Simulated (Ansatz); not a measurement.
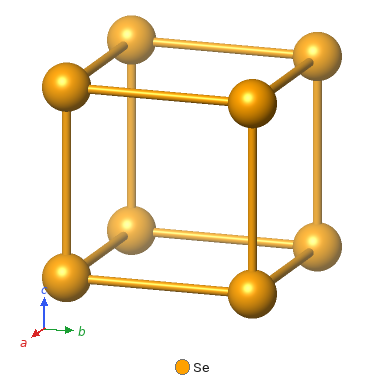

System: Se, space group Pm-3m (No. 221). The picture shows the cell.

Starting cell:
```xyz
1
Lattice="2.8106 0.0000 0.0000 0.0000 2.8106 0.0000 0.0000 0.0000 2.8106" Properties=species:S:1:pos:R:3 pbc="T T T"
Se    0.0000    0.0000    0.0000
```

How it was computed, with Ansatz 0.2.0: deformation of a crystal at fixed volume, lengths along the axis scaled against those across it, fractional coordinates fixed, by plane-wave density functional theory with PAW datasets, free energies less that of the undisturbed cell, pressure positive in compression; scalar-relativistic. Level: PBE with D3(BJ), no spin polarisation.

| setting | value |
| --- | --- |
| wave cutoff | 420 eV |
| k mesh | 18×18×18 |
| occupations | Gaussian |
| smearing width | 0.15 eV |
| k shift | (0, 0, 0) (mesh steps) |
| start | as given |
| path | tetragonal |
| axis direction | (0, 0, 1) (Cartesian unit vector) |

What does the calculation give for the energy change and pressure against relative axial ratio? The relative axial ratio takes the values 0.707, 0.850, 1.000, 1.200, 1.414.

The energy change is 596 meV/atom at relative axial ratio 0.707 and 200 meV/atom at 1.414; the lowest computed point is at relative axial ratio 1.000 (0 meV/atom), and no other minimum shows among the points. The pressure goes from 16.9 GPa at relative axial ratio 0.707 to 11.2 GPa at 1.414, not monotonically, with a low of −1.3 GPa at 1.000, and changes sign near 0.94 and 1.09.

```tsv
axial ratio relative to the start	energy change (meV/atom)	pressure (GPa)
0.707	596	16.9
0.850	113	2.0
1.000	0	-1.3
1.200	50	1.7
1.414	200	11.2
```

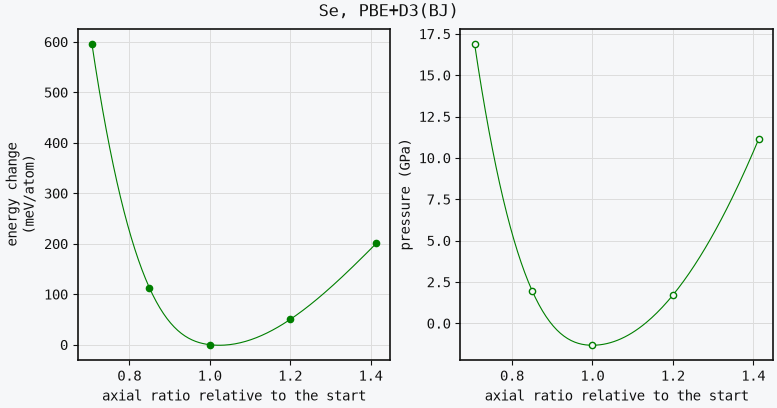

Keep in mind: reference crystal is not relaxed.
